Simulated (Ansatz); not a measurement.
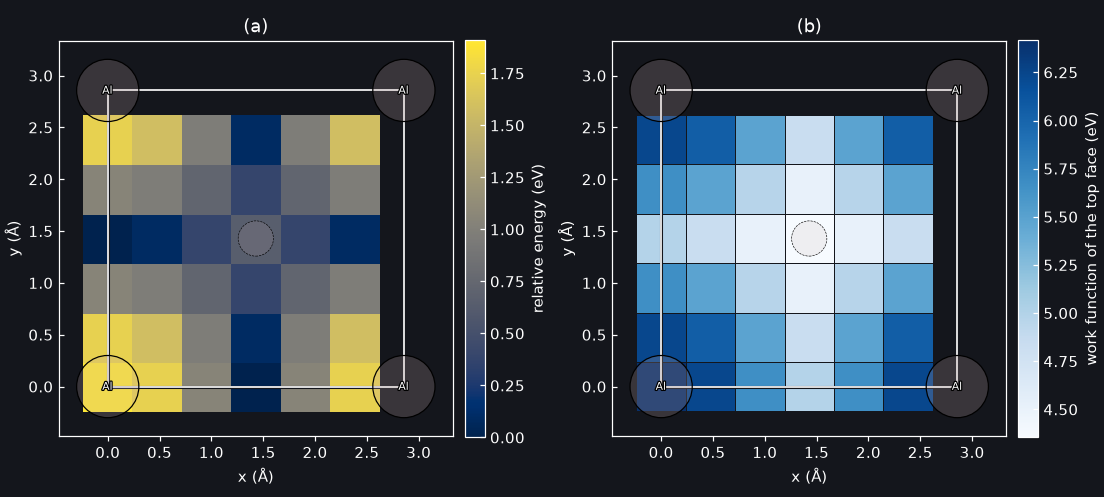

O on an Al(100) slab cut from the Fm-3m phase, its upper half relaxed before the scan (12 atoms of substrate and one adsorbate in a 2 × 2 cell). O is moved over the surface cell; relaxed at each place: the height of the adsorbate's atoms; substrate rigid; the origin of the map has the adsorbate above Al9. Places are given modulo a cell vector. The map is drawn in real space over the plane of the surface. Grid: 6 × 6 points; 10 points were computed and 26 follow by symmetry. Places are given in fractions of the 1 × 1 surface cell. Energies: eV, counted from the lowest grid point. The calculation used DFT PBE, scalar-relativistic, plane waves, PAW in Ansatz 0.2.0. Settings: cutoff 420 eV, k-mesh 5×5×1, gaussian smearing 0.1 eV, no spin polarisation.

Panel (a) is the energy; panel (b) is the computed work function of the top face, in eV.

The picture shows one coloured cell a grid point, labelled circles for the atoms of the top layer and small ones for the second layer, the outline of one cell of the plane.

**How does the work function of the top face vary over the map, and what is it at the lowest grid point?**

It runs from 4.35 eV at a fourfold hollow over a second-layer Al atom, (3/6, 3/6) of the cell vectors to 6.42 eV at the top site over a surface Al atom, (0/6, 0/6) of the cell vectors. At the lowest grid point, a bridge site between two Al atoms, (0/6, 3/6) of the cell vectors, it is 4.99 eV.

```tsv
second ↓, first →	0/6	1/6	2/6	3/6	4/6	5/6
5/6	6.24	6.06	5.49	4.84	5.49	6.06
4/6	5.67	5.49	4.97	4.51	4.97	5.49
3/6	4.99	4.84	4.51	4.35	4.51	4.84
2/6	5.67	5.49	4.97	4.51	4.97	5.49
1/6	6.24	6.06	5.49	4.84	5.49	6.06
0/6	6.42	6.24	5.67	4.99	5.67	6.24
```
